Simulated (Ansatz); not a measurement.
## Geometry relaxation, with input and output: Mo (part 2 of 2)

Mo (slab, 4 atoms in the cell); DFT PBEsol, scalar-relativistic, plane waves, PAW, no spin polarisation (Ansatz 0.2.0); cutoff 420 eV, 11×11×1 k-mesh, Gaussian smearing of 0.1 eV. The structure derives from an entry of the Crystallography Open Database. The input holds or restrains some coordinates. Forces given for the steps count only the free coordinates. It belongs to a series of runs on one base structure; here: clean slab, lower half held.

Geometry of the input (Å; fractional positions):
```
2.7101  0.0000  0.0000
-0.9034  2.5551  0.0000
0.0000  0.0000  23.6383
Mo 0.5000  0.5000  0.3596
Mo 0.0000  0.0000  0.4532
Mo 0.5000  0.5000  0.5468
Mo 0.0000  0.0000  0.6404
```

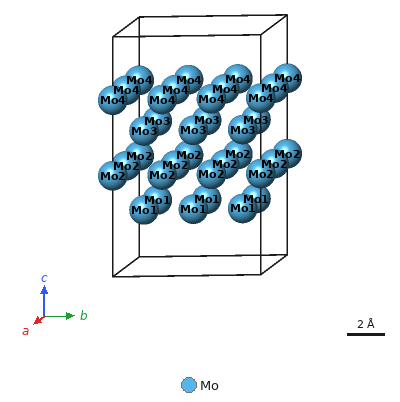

*The geometry at step 2 of the log (spheres-only view of the 2 × 3 repeat of the cell, with the vacuum cut short, seen slightly off an axis; atoms are numbered from 1 in the order of the input).*

Log, continued:
```
SCF iter   1: F=—  HF=-19587.161179 eV  |F-HF|=—  |Δ(HF+E_count)|=         —  Δρ=7.26e-3  dr2=3.22e-1  ethr=5.42e-4  p=0.009 e·Å  D=1.01e-2 V/Å  ΔV_dip=-0.24 eV  dr2_dipole=2.74e-2  V_vac-E_F(+/−)=4.60/4.84 eV  ⟨swp⟩=1.5  Hψ=4212  notcnv=0  defer=30
efield: sawtooth ramp at fractional position 0.9800 (handed on by an earlier solve), width 0.0400; the density the first Hamiltonian is built on has a dipole p = 0.009 e·Å; the dipole correction subtracts the counter field D = 1.01e-2 V/Å, which shifts the + side's vacuum level by -0.24 eV against the − side's; the planar-averaged density in the ramp window peaks in size at 3.6e-6 e/Å³
preconditioner: auto → LDOS  [metal: Δε(μ)=0.023 eV  Ē_g=4.024 eV  σ=0.100 eV  W_gap=0.13  n_scr=16 (ndim 8)  ℏωp=14.2 eV  f_vac=0.550  D(μ)=3.64/eV (n_scr^D=14)  β→1.0]
SCF iter   2: F=—  HF=-19587.145599 eV  |F-HF|=—  |Δ(HF+E_count)|=   1.56e-2  Δρ=2.94e-3  dr2=4.30e-2  ethr=5.42e-4  p=0.007 e·Å  D=7.31e-3 V/Å  ΔV_dip=-0.17 eV  dr2_dipole=6.67e-5  V_vac-E_F(+/−)=4.65/4.82 eV  ⟨swp⟩=2.9  Hψ=1818  notcnv=0  defer=30
SCF iter   3: F=—  HF=-19587.142159 eV  |F-HF|=—  |Δ(HF+E_count)|=   3.44e-3  Δρ=1.29e-3  dr2=8.57e-3  ethr=7.69e-5  p=0.007 e·Å  D=7.26e-3 V/Å  ΔV_dip=-0.17 eV  dr2_dipole=3.39e-4  V_vac-E_F(+/−)=4.65/4.82 eV  ⟨swp⟩=3.5  Hψ=2449  notcnv=0  defer=30
SCF iter   4: F=—  HF=-19587.140727 eV  |F-HF|=—  |Δ(HF+E_count)|=   1.43e-3  Δρ=3.30e-4  dr2=5.59e-4  ethr=1.53e-5  p=0.006 e·Å  D=6.85e-3 V/Å  ΔV_dip=-0.16 eV  dr2_dipole=1.72e-5  V_vac-E_F(+/−)=4.66/4.82 eV  ⟨swp⟩=2.4  Hψ=1814  notcnv=0  defer=30
SCF iter   5: F=—  HF=-19587.140699 eV  |F-HF|=—  |Δ(HF+E_count)|=   2.84e-5  Δρ=7.72e-5  dr2=2.17e-5  ethr=9.98e-7  p=0.006 e·Å  D=6.75e-3 V/Å  ΔV_dip=-0.16 eV  dr2_dipole=4.62e-7  V_vac-E_F(+/−)=4.66/4.82 eV  ⟨swp⟩=2.1  Hψ=1635  notcnv=0  defer=30
SCF iter   6: F=—  HF=-19587.140684 eV  |F-HF|=—  |Δ(HF+E_count)|=   1.46e-5  Δρ=2.52e-5  dr2=2.54e-6  ethr=3.87e-8  p=0.006 e·Å  D=6.65e-3 V/Å  ΔV_dip=-0.16 eV  dr2_dipole=1.54e-7  V_vac-E_F(+/−)=4.66/4.82 eV  ⟨swp⟩=3.1  Hψ=2307  notcnv=0  defer=30
SCF iter   7: F=—  HF=-19587.140685 eV  |F-HF|=—  |Δ(HF+E_count)|=   7.08e-7  Δρ=8.66e-6  dr2=2.72e-7  ethr=4.53e-9  p=0.006 e·Å  D=6.61e-3 V/Å  ΔV_dip=-0.16 eV  dr2_dipole=7.04e-8  V_vac-E_F(+/−)=4.66/4.82 eV  ⟨swp⟩=2.2  Hψ=1725  notcnv=0  defer=30
iter 8 did not close the SCF: its close was put off until two iterations running show no level that it waits for move by more than its bar (scf_convergence_deferred on its scf_iter line)
SCF iter   8: F=-19587.140685 eV  HF=-19587.140685 eV  |F-HF|=7.92e-9  |Δ(HF+E_count)|=   1.08e-7  Δρ=2.87e-6  dr2=2.86e-8  ethr=1.79e-10  p=0.006 e·Å  D=6.61e-3 V/Å  ΔV_dip=-0.16 eV  dr2_dipole=9.08e-10  V_vac-E_F(+/−)=4.66/4.82 eV  ⟨swp⟩=16.9  Hψ=10981  notcnv=0
iter 9 did not close the SCF: its close was put off until two iterations running show no level that it waits for move by more than its bar (scf_convergence_deferred on its scf_iter line)
SCF iter   9: F=-19587.140685 eV  HF=-19587.140685 eV  |F-HF|=3.74e-9  |Δ(HF+E_count)|=   2.36e-8  Δρ=8.29e-7  dr2=2.02e-9  ethr=5.11e-11  p=0.006 e·Å  D=6.60e-3 V/Å  ΔV_dip=-0.16 eV  dr2_dipole=9.10e-12  V_vac-E_F(+/−)=4.66/4.82 eV  ⟨swp⟩=8.5  Hψ=8691  notcnv=0
SCF iter  10: F=-19587.140685 eV  HF=-19587.140685 eV  |F-HF|=5.09e-10  |Δ(HF+E_count)|=   4.26e-9  Δρ=2.59e-7  dr2=3.23e-10  ethr=3.60e-12  p=0.006 e·Å  D=6.60e-3 V/Å  ΔV_dip=-0.16 eV  dr2_dipole=3.28e-12  V_vac-E_F(+/−)=4.66/4.82 eV  ⟨swp⟩=7.0  Hψ=7814  notcnv=0
SCF 3 converged in 10 iterations: F = -19587.140685 eV  dr2 = 3.23e-10
relax step   3: F+E_penalty+E_count = -19587.14068510 eV  Δ(F+E_penalty+E_count) = -3.050e-2 eV  max|allowed force component| = 2.274e-1 eV/Å  Δτ_max = 0.0953 Å  (10 SCF iters, accepted)
SCF iter   1: F=—  HF=-19587.144919 eV  |F-HF|=—  |Δ(HF+E_count)|=         —  Δρ=2.84e-3  dr2=6.53e-2  ethr=6.73e-4  p=0.006 e·Å  D=6.60e-3 V/Å  ΔV_dip=-0.16 eV  dr2_dipole=1.40e-2  V_vac-E_F(+/−)=4.66/4.82 eV  ⟨swp⟩=2.2  Hψ=2246  notcnv=0  defer=29
efield: sawtooth ramp at fractional position 0.9800 (handed on by an earlier solve), width 0.0400; the density the first Hamiltonian is built on has a dipole p = 0.006 e·Å; the dipole correction subtracts the counter field D = 6.60e-3 V/Å, which shifts the + side's vacuum level by -0.16 eV against the − side's; the planar-averaged density in the ramp window peaks in size at 1.4e-6 e/Å³
preconditioner: auto → LDOS  [metal: Δε(μ)=0.006 eV  Ē_g=4.031 eV  σ=0.100 eV  W_gap=0.03  n_scr=16 (ndim 8)  ℏωp=14.2 eV  f_vac=0.551  D(μ)=3.71/eV (n_scr^D=14)  β→1.0]
SCF iter   2: F=—  HF=-19587.142659 eV  |F-HF|=—  |Δ(HF+E_count)|=   2.26e-3  Δρ=9.51e-4  dr2=3.78e-3  ethr=1.17e-4  p=0.005 e·Å  D=5.78e-3 V/Å  ΔV_dip=-0.14 eV  dr2_dipole=1.21e-4  V_vac-E_F(+/−)=4.69/4.83 eV  ⟨swp⟩=1.4  Hψ=1530  notcnv=0  defer=29
SCF iter   3: F=—  HF=-19587.142177 eV  |F-HF|=—  |Δ(HF+E_count)|=   4.81e-4  Δρ=4.71e-4  dr2=1.08e-3  ethr=6.74e-6  p=0.005 e·Å  D=6.01e-3 V/Å  ΔV_dip=-0.14 eV  dr2_dipole=1.03e-5  V_vac-E_F(+/−)=4.68/4.82 eV  ⟨swp⟩=3.4  Hψ=2488  notcnv=0  defer=29
SCF iter   4: F=—  HF=-19587.141960 eV  |F-HF|=—  |Δ(HF+E_count)|=   2.17e-4  Δρ=9.17e-5  dr2=2.10e-5  ethr=1.93e-6  p=0.005 e·Å  D=5.77e-3 V/Å  ΔV_dip=-0.14 eV  dr2_dipole=1.69e-6  V_vac-E_F(+/−)=4.69/4.83 eV  ⟨swp⟩=2.1  Hψ=1673  notcnv=0  defer=29
SCF iter   5: F=-19587.141959 eV  HF=-19587.141959 eV  |F-HF|=4.15e-8  |Δ(HF+E_count)|=   1.11e-6  Δρ=2.17e-5  dr2=2.21e-6  ethr=5.77e-9  p=0.005 e·Å  D=5.66e-3 V/Å  ΔV_dip=-0.13 eV  dr2_dipole=1.09e-7  V_vac-E_F(+/−)=4.69/4.83 eV  ⟨swp⟩=18.5  Hψ=12847  notcnv=0
SCF 4 converged in 5 iterations: F = -19587.141959 eV  dr2 = 2.21e-6
relax step   4: F+E_penalty+E_count = -19587.14195902 eV  Δ(F+E_penalty+E_count) = -1.274e-3 eV  max|allowed force component| = 9.201e-2 eV/Å  Δτ_max = 0.0316 Å  (5 SCF iters, dr2 threshold 3.23e-6 eV, accepted)
SCF iter   1: F=—  HF=-19587.143423 eV  |F-HF|=—  |Δ(HF+E_count)|=         —  Δρ=1.52e-3  dr2=1.67e-2  ethr=3.63e-4  p=0.005 e·Å  D=5.66e-3 V/Å  ΔV_dip=-0.13 eV  dr2_dipole=2.88e-3  V_vac-E_F(+/−)=4.69/4.83 eV  ⟨swp⟩=1.9  Hψ=1978  notcnv=0  defer=18
efield: sawtooth ramp at fractional position 0.9800 (handed on by an earlier solve), width 0.0400; the density the first Hamiltonian is built on has a dipole p = 0.005 e·Å; the dipole correction subtracts the counter field D = 5.66e-3 V/Å, which shifts the + side's vacuum level by -0.13 eV against the − side's; the planar-averaged density in the ramp window peaks in size at 3.0e-6 e/Å³
preconditioner: auto → LDOS  [metal: Δε(μ)=0.018 eV  Ē_g=4.023 eV  σ=0.100 eV  W_gap=0.10  n_scr=16 (ndim 8)  ℏωp=14.2 eV  f_vac=0.550  D(μ)=3.70/eV (n_scr^D=14)  β→1.0]
SCF iter   2: F=—  HF=-19587.142831 eV  |F-HF|=—  |Δ(HF+E_count)|=   5.92e-4  Δρ=4.73e-4  dr2=1.09e-3  ethr=2.99e-5  p=0.005 e·Å  D=5.68e-3 V/Å  ΔV_dip=-0.13 eV  dr2_dipole=1.48e-4  V_vac-E_F(+/−)=4.69/4.82 eV  ⟨swp⟩=1.2  Hψ=1521  notcnv=0  defer=20
SCF iter   3: F=—  HF=-19587.142712 eV  |F-HF|=—  |Δ(HF+E_count)|=   1.19e-4  Δρ=2.14e-4  dr2=1.52e-4  ethr=1.95e-6  p=0.005 e·Å  D=5.42e-3 V/Å  ΔV_dip=-0.13 eV  dr2_dipole=2.50e-7  V_vac-E_F(+/−)=4.69/4.82 eV  ⟨swp⟩=3.2  Hψ=2373  notcnv=0  defer=20
SCF iter   4: F=—  HF=-19587.142669 eV  |F-HF|=—  |Δ(HF+E_count)|=   4.32e-5  Δρ=3.12e-5  dr2=2.74e-6  ethr=2.71e-7  p=0.005 e·Å  D=5.46e-3 V/Å  ΔV_dip=-0.13 eV  dr2_dipole=1.13e-9  V_vac-E_F(+/−)=4.69/4.82 eV  ⟨swp⟩=2.6  Hψ=2001  notcnv=0  defer=20
SCF iter   5: F=-19587.142669 eV  HF=-19587.142669 eV  |F-HF|=1.13e-7  |Δ(HF+E_count)|=   1.70e-7  Δρ=9.21e-6  dr2=3.37e-7  ethr=1.88e-9  p=0.005 e·Å  D=5.47e-3 V/Å  ΔV_dip=-0.13 eV  dr2_dipole=9.78e-9  V_vac-E_F(+/−)=4.69/4.82 eV  ⟨swp⟩=16.8  Hψ=12064  notcnv=0
SCF 5 converged in 5 iterations: F = -19587.142669 eV  dr2 = 3.37e-7
relax step   5: F+E_penalty+E_count = -19587.14266920 eV  Δ(F+E_penalty+E_count) = -7.102e-4 eV  max|allowed force component| = 5.620e-4 eV/Å  Δτ_max = 0.0138 Å  (5 SCF iters, dr2 threshold 1.05e-6 eV, accepted)
iter 1 solved again at ethr=6.07e-10 eV; its pass at ethr=3.10e-3 eV (dr2=3.40e-7 eV) is discarded
SCF iter   1: F=—  HF=-19587.142691 eV  |F-HF|=—  |Δ(HF+E_count)|=         —  Δρ=9.21e-6  dr2=3.40e-7  ethr=6.07e-10  p=0.005 e·Å  D=5.47e-3 V/Å  ΔV_dip=-0.13 eV  dr2_dipole=1.13e-8  V_vac-E_F(+/−)=4.69/4.82 eV  ⟨swp⟩=1.0  Hψ=3312  notcnv=0
efield: sawtooth ramp at fractional position 0.9800 (handed on by an earlier solve), width 0.0400; the density the first Hamiltonian is built on has a dipole p = 0.005 e·Å; the dipole correction subtracts the counter field D = 5.47e-3 V/Å, which shifts the + side's vacuum level by -0.13 eV against the − side's; the planar-averaged density in the ramp window peaks in size at 2.5e-6 e/Å³
preconditioner: auto → LDOS  [metal: Δε(μ)=0.014 eV  Ē_g=4.023 eV  σ=0.100 eV  W_gap=0.08  n_scr=16 (ndim 8)  ℏωp=14.2 eV  f_vac=0.550  D(μ)=3.74/eV (n_scr^D=14)  β→1.0]
SCF iter   2: F=—  HF=-19587.142669 eV  |F-HF|=—  |Δ(HF+E_count)|=   2.12e-5  Δρ=9.65e-6  dr2=4.51e-7  ethr=6.07e-10  p=0.005 e·Å  D=5.48e-3 V/Å  ΔV_dip=-0.13 eV  dr2_dipole=8.23e-9  V_vac-E_F(+/−)=4.69/4.82 eV  ⟨swp⟩=2.1  Hψ=2073  notcnv=0
SCF iter   3: F=-19587.142669 eV  HF=-19587.142669 eV  |F-HF|=8.21e-9  |Δ(HF+E_count)|=   2.38e-8  Δρ=1.88e-6  dr2=1.86e-8  ethr=1.79e-10  p=0.005 e·Å  D=5.49e-3 V/Å  ΔV_dip=-0.13 eV  dr2_dipole=1.96e-9  V_vac-E_F(+/−)=4.69/4.82 eV  ⟨swp⟩=9.6  Hψ=10170  notcnv=0
SCF 6 converged in 3 iterations: F = -19587.142669 eV  dr2 = 1.86e-8
relax step   6: F+E_penalty+E_count = -19587.14266940 eV  Δ(F+E_penalty+E_count) = -2.025e-7 eV  max|allowed force component| = 3.820e-4 eV/Å  Δτ_max = 0.0000 Å  (3 SCF iters, accepted)
SCF converged after 3 iterations
Free energy (F): -19587.142669 eV
Harris-Foulkes:  -19587.142669 eV  (|F-HF|=8.21e-9)
Internal energy: -19587.123988 eV  (E = F + TS)
E sigma→0 (E₀):  -19587.133329 eV
Entropy (-TS):   -0.018681 eV (-4.670 meV/atom)
Fermi energy:    5.164998 eV
Dipole field:    D = 0.005553 V/Å  (p = 0.005023 e·Å, saw-weighted, corrected)
Work function:   Φ+ = 4.6898 eV   Φ− = 4.8210 eV
Levels:          The Fermi level and band energies are counted from a zero that moves with the ramp; work functions are not
--- Per-component energies (eV) ---
  E_band       = -1105.085099
  E_kinetic    = 1761.331691
  E_local      = -68655.966538  (includes V_loc(G=0)·N_el)
  E_nonlocal   = 580.957978
  E_hartree    = 33350.040080
  E_xc         = -726.678850
  E_vxc        = -909.980241  (∫ρ·V_xc dr)
  E_paw        = -12575.868694  (= ΣΔE_a)
  E_vpaw       = -581.493297  (= ΣTr[D̂ρ^β])
  E_aug_tail   = 0.000161  (compensation charges beyond the density's cutoff)
  E_efield     = 0.000014  (sawtooth field / dipole correction)
  E_vefield    = 0.007449  (∫n·V_field dr)
  E_ewald      = 26678.222973
  E_core_change = 0.837197  (= ΣΔE_core)
  E_smearing   = -0.018681  (= −TS)
  E_closure    = 0.000000  (closes the sum)
  Σ components = -19587.142669   (vs F -19587.142669, Δ=0.00e0)
--- Forces (eV/Å), atoms counted from 1 ---
  atom   1  Mo     0.00000000     0.00000000     0.59496466
  atom   2  Mo    -0.00000000     0.00000000    -0.59487667
  atom   3  Mo     0.00000000     0.00000000     0.00029522
  atom   4  Mo    -0.00000000     0.00000000    -0.00038204
  max |Σ_I F_I| component: 1.17e-6 eV/Å
--- Band table (eV; the first three rows and the last of 36) ---
  k-point 0: bands = ["-56.0829", "-55.9551", "-55.7598", "-55.7179", "-30.7122", "-30.2866", "-29.7830", "-29.7495", "-29.5780", "-29.4030", "-29.3899", "-29.3820", "-29.2837", "-29.2293", "-29.1188", "-29.1056", "-1.7323", "-0.5073", "-0.1042", "0.2638", "1.7244", "2.3717", "3.1846", "3.6158", "3.6487", "3.7688", "3.9056", "4.0807", "5.2831", "5.5257", "6.2967", "6.3394", "6.6276", "6.7873"]
  k-point 1: bands = ["-56.0672", "-55.9435", "-55.7501", "-55.7097", "-30.6829", "-30.2923", "-29.8343", "-29.7950", "-29.5585", "-29.4526", "-29.4329", "-29.4284", "-29.3087", "-29.2692", "-29.1586", "-29.1442", "-1.4655", "-0.2512", "0.1495", "0.5350", "1.7958", "2.4169", "3.2184", "3.3648", "3.4759", "3.6132", "3.9715", "4.3620", "4.9141", "5.5831", "5.9136", "6.1617", "6.3160", "6.6653"]
  k-point 2: bands = ["-56.0240", "-55.9128", "-55.7243", "-55.6877", "-30.6047", "-30.3355", "-30.0144", "-29.8858", "-29.6348", "-29.5818", "-29.5324", "-29.5013", "-29.4125", "-29.3594", "-29.1993", "-29.1775", "-0.7768", "0.3107", "0.7557", "1.1067", "1.9611", "2.4719", "2.9275", "2.9968", "3.3452", "3.4287", "4.0002", "4.3724", "4.8813", "5.1721", "6.0588", "6.1448", "6.4515", "6.5014"]
  k-point 35: bands = ["-55.8098", "-55.7152", "-55.5332", "-55.4990", "-30.7844", "-30.5872", "-30.3209", "-30.3178", "-30.2763", "-30.2549", "-30.0890", "-29.9780", "-29.7748", "-29.7091", "-29.6019", "-29.3779", "-0.2228", "-0.0655", "0.0156", "0.7559", "0.9754", "1.2304", "2.0638", "3.1774", "3.6321", "5.4766", "5.8832", "6.0014", "6.1991", "6.6146", "7.6566", "8.0971", "8.2871", "8.9468"]
--- Relaxed structure (6 steps of the walk, 5 accepted, 0 SCFs on fresh bases) ---
  F+E_penalty+E_count = -19587.14266940 eV   max|allowed force component| = 3.820e-4 eV/Å
  atoms:
    - { symbol: Mo, position: [0.4999999999999999, 0.49999999999999994, 0.3595864999] }
    - { symbol: Mo, position: [0.0, 0.0, 0.45319550000000003] }
    - { symbol: Mo, position: [0.4999999999999999, 0.49999999999999994, 0.5468291740153025] }
    - { symbol: Mo, position: [-5.901454448614436e-18, 1.3730965549826577e-29, 0.6363507434839255] }
```

Trajectory as extended XYZ (Å, eV, eV/Å), 6 frames, from step=1 to step=6:
```
4
Lattice="2.7101 0.0000 0.0000 -0.9034 2.5551 0.0000 0.0000 0.0000 23.6383" Properties=species:S:1:pos:R:3:forces:R:3 step=1 energy=-19587.11019
Mo    0.9034    1.2775    8.5000    0.0000   0.0000   0.6456
Mo    0.0000    0.0000   10.7128    0.0000   0.0000  -0.5776
Mo    0.9034    1.2775   12.9255    0.0000   0.0000   0.5776
Mo    0.0000    0.0000   15.1383    0.0000   0.0000  -0.6456
4
Lattice="2.7101 0.0000 0.0000 -0.9034 2.5551 0.0000 0.0000 0.0000 23.6383" Properties=species:S:1:pos:R:3:forces:R:3 step=2 energy=-19587.10507 accepted=F
Mo    0.9034    1.2775    8.5000    0.0000   0.0000   0.5357
Mo    0.0000    0.0000   10.7128    0.0000   0.0000  -0.6650
Mo    0.9034    1.2775   12.9223    0.0000   0.0000  -0.6982
Mo    0.0000    0.0000   14.9440    0.0000   0.0000   0.8273
4
Lattice="2.7101 0.0000 0.0000 -0.9034 2.5551 0.0000 0.0000 0.0000 23.6383" Properties=species:S:1:pos:R:3:forces:R:3 step=3 energy=-19587.14068
Mo    0.9034    1.2775    8.5000    0.0000   0.0000   0.5985
Mo    0.0000    0.0000   10.7128    0.0000   0.0000  -0.4862
Mo    0.9034    1.2775   12.9439    0.0000   0.0000  -0.2274
Mo    0.0000    0.0000   15.0430    0.0000   0.0000   0.1151
4
Lattice="2.7101 0.0000 0.0000 -0.9034 2.5551 0.0000 0.0000 0.0000 23.6383" Properties=species:S:1:pos:R:3:forces:R:3 step=4 energy=-19587.14196
Mo    0.9034    1.2775    8.5000    0.0000   0.0000   0.5849
Mo    0.0000    0.0000   10.7128    0.0000   0.0000  -0.6887
Mo    0.9034    1.2775   12.9123    0.0000   0.0000   0.0920
Mo    0.0000    0.0000   15.0286    0.0000   0.0000   0.0118
4
Lattice="2.7101 0.0000 0.0000 -0.9034 2.5551 0.0000 0.0000 0.0000 23.6383" Properties=species:S:1:pos:R:3:forces:R:3 step=5 energy=-19587.14267
Mo    0.9034    1.2775    8.5000    0.0000   0.0000   0.5951
Mo    0.0000    0.0000   10.7128    0.0000   0.0000  -0.5952
Mo    0.9034    1.2775   12.9261    0.0000   0.0000   0.0004
Mo    0.0000    0.0000   15.0422    0.0000   0.0000  -0.0006
4
Lattice="2.7101 0.0000 0.0000 -0.9034 2.5551 0.0000 0.0000 0.0000 23.6383" Properties=species:S:1:pos:R:3:forces:R:3 step=6 energy=-19587.14267
Mo    0.9034    1.2775    8.5000    0.0000   0.0000   0.5950
Mo    0.0000    0.0000   10.7128    0.0000   0.0000  -0.5949
Mo    0.9034    1.2775   12.9261    0.0000   0.0000   0.0003
Mo    0.0000    0.0000   15.0422    0.0000   0.0000  -0.0004
```

Summary:

- outcome: converged under the restraints of the input
- electrons treated: 56
- free energy: −19587.1427 eV
- work function, top face: 4.69 eV
- work function, bottom face: 4.82 eV
- Fermi energy: 5.165 eV
- gap on the k-point mesh: none (metallic)
- final volume: 163.68 Å³
- work function (upper face): 4.69 eV
- largest force (length of the vector) at the end, held atoms and coordinates included: 0.595 eV/Å
- hardware: 2 threads of AMD EPYC (Zen 5), 32 GiB of memory available, shared host
- wall time: 20 s (CPU time 40 s)
- peak memory: 0.55 GiB
